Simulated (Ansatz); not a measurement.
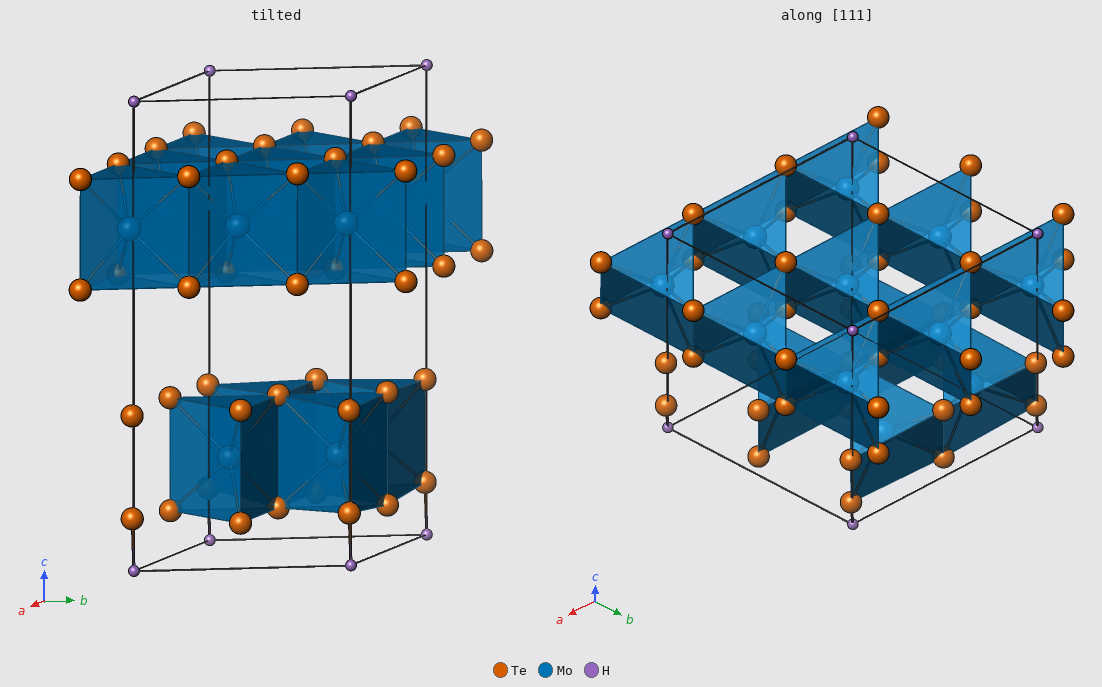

The image is a polyhedral drawing of a crystal, viewed slightly off an axis and along [111]. One simulation cell is framed, with atoms on its boundary repeated. A few atoms beyond the faces are included.

Explain the picture.

- The formula is Te16Mo8H.
- There is no symmetry operation other than the lattice translations (P1).
- One cell contains 16 Te, 8 Mo, 1 H, 25 atoms in all.
- The polyhedra are MoTe6 trigonal prisms; they share edges.
- Each Mo has six Te in a trigonal prismatic arrangement. Each H atom is coordinated by one Te.
- The bonds build Te8Mo4H and Te2Mo layers parallel to (001).

Provenance: a structure listed in the Materials Project, repeated into a supercell with a point defect put in. The atoms were relaxed in a fixed cell with DFT PBE, scalar-relativistic, plane waves, PAW (Ansatz).
